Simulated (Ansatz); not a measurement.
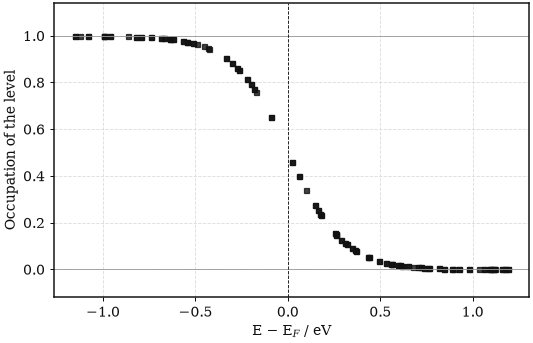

Occupations of the one-electron levels of the k mesh against their energy, from a run on Na3Cl, space group P4/mmm, 4 atoms in the cell, with Ansatz.

Q: Which smearing scheme was used (Fermi-Dirac, Gaussian, Methfessel-Paxton or cold), and about what width?

A: Fermi-Dirac smearing with a width of 0.15 eV. The occupations stay between 0 and 1 and have long exponential tails; the slope at the Fermi level is 1/(4 × width).
